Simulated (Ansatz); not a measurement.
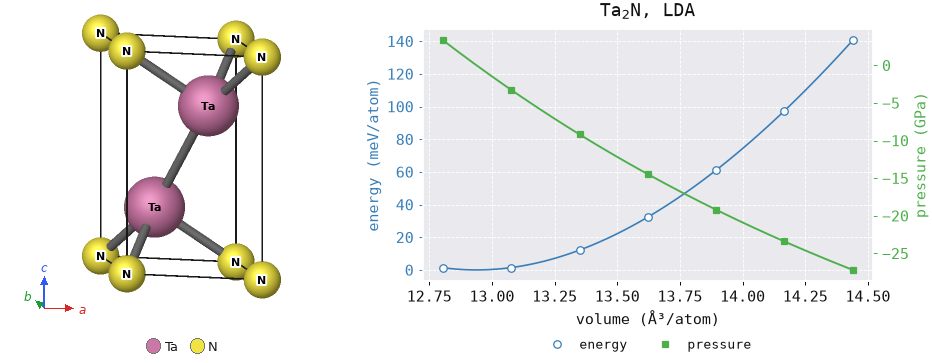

The figure shows the energy and pressure against volume for Ta₂N, space group P-3m1 (No. 164). The conventional cell is drawn beside the plot.

Cell as given: a = 3.113 Å, b = 3.113 Å, c = 4.870 Å, α = 90.00°, β = 90.00°, γ = 120.00°; 3 atoms.

How it was computed, with Ansatz 0.2.0: all-electron LAPW DFT, no spin polarisation; energies at scaled volumes of the given cell, shape and fractions fixed, counted from the fit's minimum, third-order Birch-Murnaghan fit. Level: LDA.

k mesh 10×10×6; occupations Fermi–Dirac; smearing width 0.05 eV; potentials all electron LAPW, scalar relativistic; program settings basis error eV/atom 0.002.

What equilibrium volume and bulk modulus follow from the curve?

A third-order Birch–Murnaghan fit gives V0 = 12.94 Å³/atom, B0 = 314 GPa and B′ = 4.3.

Read off the course of the pressure.

It falls from 3.33 GPa at volume 12.80 Å³/atom to −27.21 GPa at 14.44 Å³/atom, and changes sign near 12.94 Å³/atom.

Keep in mind: shape and atomic fractions are frozen while scaling, which makes layered, chain and framework solids too stiff.
